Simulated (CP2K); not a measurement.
## Energy of Pb along an even scaling of the cell

System: Pb (C2/m, 2 atoms in the cell).
Method: Kohn-Sham DFT of a periodic cell, PBE, GTH-PBE with UZH-TZVP basis, no spin polarisation (CP2K 2026.2).

The 6 runs differ only in the geometry, by an even scaling of the cell at fixed fractional positions. The structure derives from a Materials Project entry.

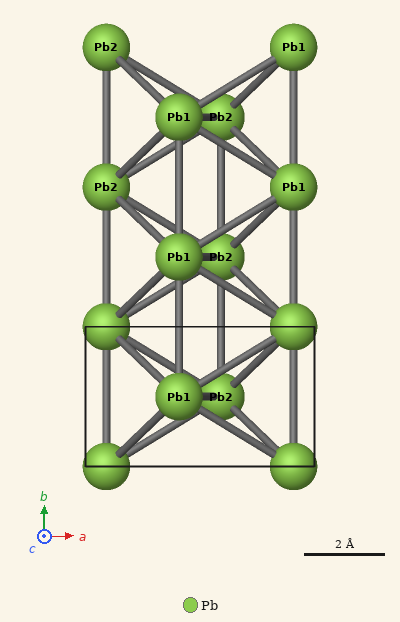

Figure 1. The structure of run 4 (ball-and-stick view of the cell 2 times as large as that of the calculation, set on its symmetry axes, repeated 1 × 3 × 1, along the c axis; atoms are numbered from 1 in the order of the input).

## Input of run 4
```
&GLOBAL
  PROJECT pb_eos
  RUN_TYPE ENERGY_FORCE
  PRINT_LEVEL LOW
&END GLOBAL
&FORCE_EVAL
  METHOD QS
  STRESS_TENSOR ANALYTICAL
  &DFT
    BASIS_SET_FILE_NAME BASIS_MOLOPT_UZH
    POTENTIAL_FILE_NAME POTENTIAL_UZH
    WFN_RESTART_FILE_NAME previous-RESTART.kp
    &MGRID
      CUTOFF 450
      REL_CUTOFF 60
      NGRIDS 5
    &END MGRID
    &QS
      METHOD GPW
      EPS_DEFAULT 1.0E-10
    &END QS
    &KPOINTS
      SCHEME MONKHORST-PACK 9 9 5
      GAMMA_CENTERED T
      SYMMETRY T
      SYMMETRY_BACKEND SPGLIB
    &END KPOINTS
    &SCF
      SCF_GUESS RESTART
      EPS_SCF 1.0E-6
      MAX_SCF 100
      ADDED_MOS 10
      CHOLESKY OFF
      EPS_EIGVAL 1.0E-7
      &DIAGONALIZATION ON
        ALGORITHM STANDARD
      &END DIAGONALIZATION
      &MIXING ON
        METHOD BROYDEN_MIXING
        ALPHA 0.4
        BETA 1.5
        NBUFFER 8
      &END MIXING
      &SMEAR ON
        METHOD FERMI_DIRAC
        ELECTRONIC_TEMPERATURE [K] 580.226
      &END SMEAR
    &END SCF
    &XC
      &XC_FUNCTIONAL
        &GGA_X_PBE
        &END GGA_X_PBE
        &GGA_C_PBE
        &END GGA_C_PBE
      &END XC_FUNCTIONAL
    &END XC
    &PRINT
      &KPOINTS ON
      &END KPOINTS
      &MULLIKEN ON
      &END MULLIKEN
      &MO ON
        ENERGIES T
        OCCUPATION_NUMBERS T
        &EACH
          QS_SCF 0
        &END EACH
        ADD_LAST NUMERIC
      &END MO
    &END PRINT
  &END DFT
  &SUBSYS
    &CELL
      A 3.5298960740 0.0000000000 0.0000000000
      B 1.7710152464 3.0534687309 0.0000000000
      C -1.8452337752 -1.0629047144 6.1355917714
      PERIODIC XYZ
    &END CELL
    &COORD
      SCALED
      Pb  0.9085084100 0.9085084100 0.7262922000
      Pb  0.0914915900 0.0914915900 0.2737078000
    &END COORD
    &KIND Pb
      BASIS_SET TZVP-MOLOPT-PBE-GTH-q4
      POTENTIAL GTH-PBE-q4
    &END KIND
    &PRINT
      &ATOMIC_COORDINATES ON
      &END ATOMIC_COORDINATES
      &CELL ON
      &END CELL
    &END PRINT
  &END SUBSYS
  &PRINT
    &FORCES ON
    &END FORCES
    &STRESS_TENSOR ON
    &END STRESS_TENSOR
  &END PRINT
&END FORCE_EVAL
```

Command:
```bash
OMP_NUM_THREADS=1 cp2k.psmp -i pb_eos.inp -o pb_eos.out
```

Lattice vectors (Å) and fractional positions of run 4:
```
   3.529896    0.000000    0.000000
   1.771015    3.053469    0.000000
  -1.845234   -1.062905    6.135592
Pb  0.908508  0.908508  0.726292
Pb  0.091492  0.091492  0.273708
```

Run 2 differs from it as follows:
```diff
-      A 3.5298960740 0.0000000000 0.0000000000
-      B 1.7710152464 3.0534687309 0.0000000000
-      C -1.8452337752 -1.0629047144 6.1355917714
+      A 3.4592791266 0.0000000000 0.0000000000
+      B 1.7355853958 2.9923828982 0.0000000000
+      C -1.8083191540 -1.0416408911 6.0128468655
```

## Results, with one run withheld

```tsv
run	volume per atom (Å³)	free energy per atom, from the lowest run given (meV)	pressure (GPa)
1	30.473	41.89	4.78
2	31.121	?	?
3	31.769	12.95	2.46
4	33.066	0.84	0.61
5	33.714	0.00	−0.17
6	34.363	2.14	−0.87
```

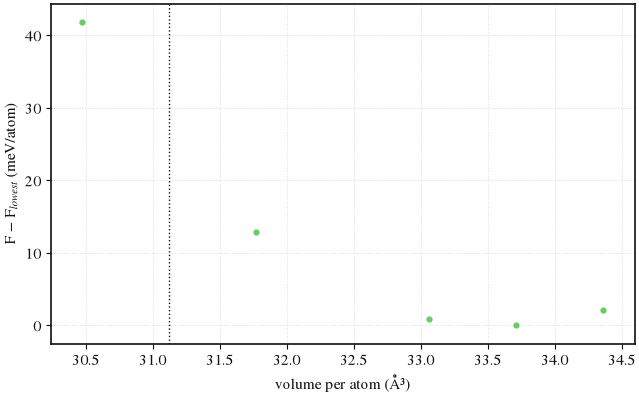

Figure 2. Free energy per atom of the runs given; the dotted line marks run 2.

Estimate the energy of run 2 from the others.

A cubic polynomial in V^(−2/3) (the Birch–Murnaghan form), fitted to the 5 runs given, misses them by under 0.01 meV per atom. With x = V^(−2/3) − 0.09794 Å⁻², it reads F = 3.292 + 3701.4 x + 1.0233e+06 x² + 4.6688e+06 x³ (meV per atom). At run 2 it gives 25.07 meV per atom, and the run itself gives 25.07. The slope of the fit gives a pressure −dF/dV of 3.56 GPa there, and the run prints 3.55 GPa. The fit has its minimum at 33.563 Å³ per atom, where V d²F/dV² gives 39.1 GPa. Cell shape and fractional positions are held, so this is the stiffness under even scaling; the relaxed bulk modulus wasn't computed.

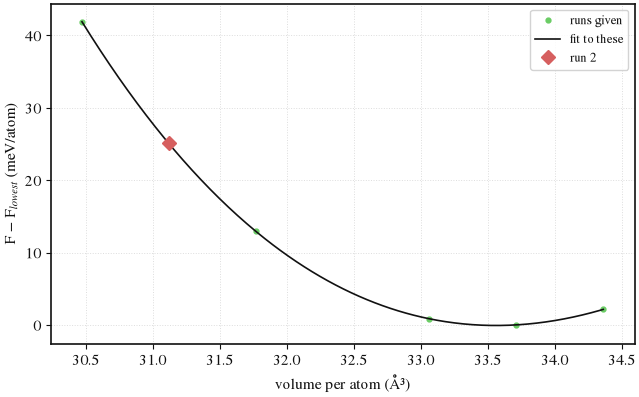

Figure 3. The fit and the withheld run.

## Some lines of the output (run 2)
```
[...]
 CELL| Volume [angstrom^3]:                                            62.241910
 CELL_REF| Volume [angstrom^3]:                                        62.241910
                        Smear method:                                FERMI_DIRAC
  Step     Update method      Time    Convergence         Total energy    Change
  Fermi energy:                                                 0.16195614397164
  Total energy:                                                -7.06829953418970
  Total energy (extrapolated to T->0):                         -7.06817883952076
 MO| E(Fermi):            0.161956 a.u.          4.407051 eV
 MO| Band gap:            0.127002 a.u.          3.455907 eV
 MO| Band gap:            0.150150 a.u.          4.085801 eV
 MO| Band gap:            0.078763 a.u.          2.143260 eV
 MO| Band gap:            0.081731 a.u.          2.224009 eV
 MO| Band gap:            0.041272 a.u.          1.123062 eV
 MO| Band gap:            0.069674 a.u.          1.895917 eV
```

Notes: Spin–orbit coupling is left out, which matters for Pb.
